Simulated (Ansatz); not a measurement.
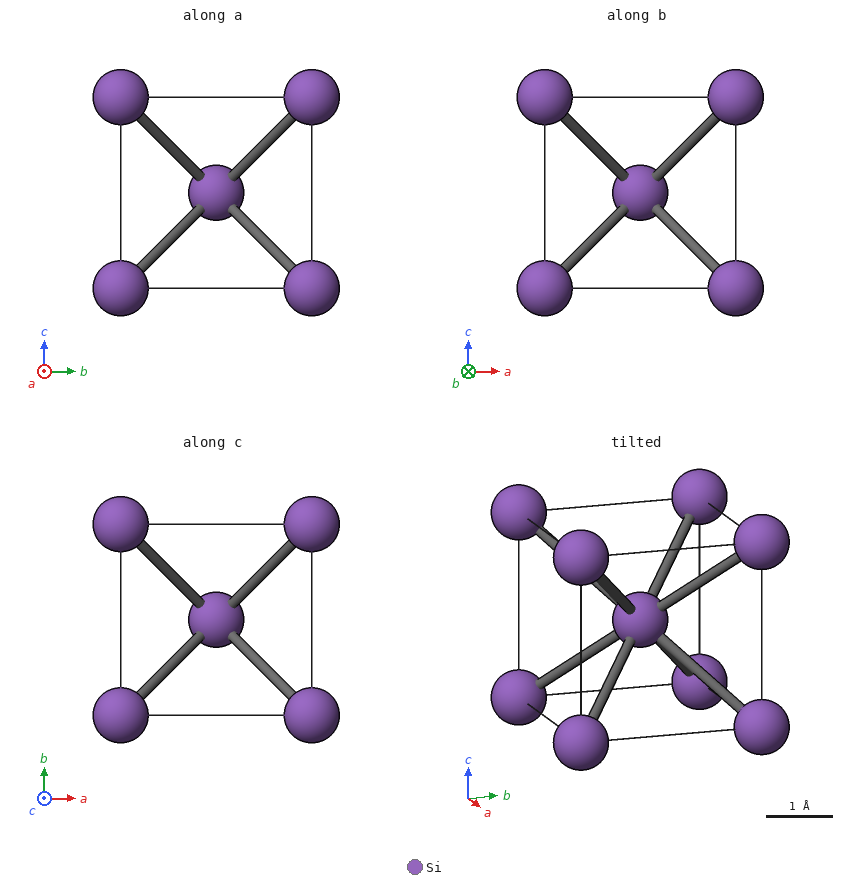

A ball-and-stick rendering, viewed along the a axis, along the b axis, along the c axis and slightly off an axis. Thin lines show the conventional unit cell, with boundary atoms drawn in all their periodic places.

Lattice parameters: a = 2.9270 Å, b = 2.9270 Å, c = 2.9270 Å, α = 90.000°, β = 90.000°, γ = 90.000°.

### Put the structure into a CIF with its space group and independent sites.

```cif
data_structure
_symmetry_space_group_name_H-M 'I m -3 m'
_symmetry_Int_Tables_number 229
_cell_length_a 2.9270
_cell_length_b 2.9270
_cell_length_c 2.9270
_cell_angle_alpha 90.000
_cell_angle_beta 90.000
_cell_angle_gamma 90.000
_cell_volume 25.08
loop_
_atom_site_label
_atom_site_type_symbol
_atom_site_symmetry_multiplicity
_atom_site_Wyckoff_symbol
_atom_site_fract_x
_atom_site_fract_y
_atom_site_fract_z
_atom_site_occupancy
Si1 Si 2 a 0.0000 0.0000 0.0000 1
```

The structure comes from a structure type filled with this element by a generator (whether the element takes this form wasn't checked). Earlier steps of the study may have refined or changed the cell and positions. An electronic-structure calculation with Ansatz was run on it.

At this level of theory the cell isn't at rest (compressed, at 17 GPa), so its distances can differ from those at equilibrium, the more so the softer the solid.
